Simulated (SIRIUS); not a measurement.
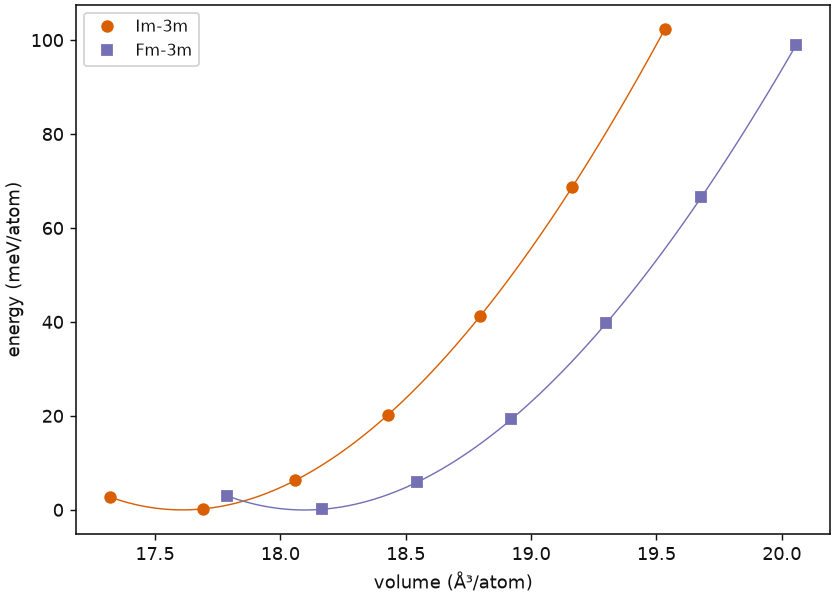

**Figure.** Energy against volume, with one curve for each structure, for Nb. Each energy curve has its own zero, so the curves don't rank the structures.

Settings that differ: Im-3m: k mesh 11×11×11; Fm-3m:.

The fitted equilibrium volumes, smallest first, are Im-3m 17.609, Fm-3m 18.097 Å³/atom. The fitted bulk moduli, smallest first, are Fm-3m 177.6, Im-3m 181.3 GPa.

How it was computed, with SIRIUS 7.10.0: plane-wave DFT, no spin polarisation; energies at scaled volumes of the given cell, shape and fractions fixed, counted from the fit's minimum, third-order Birch-Murnaghan fit. Level: PBEsol.

- k mesh: 11×11×11
- occupations: Fermi–Dirac
- smearing width: 0.05 eV
- potentials: dojo sr pbesol 0.4.1 standard
- wave cutoff: 1127 eV
- density cutoff: 4507 eV
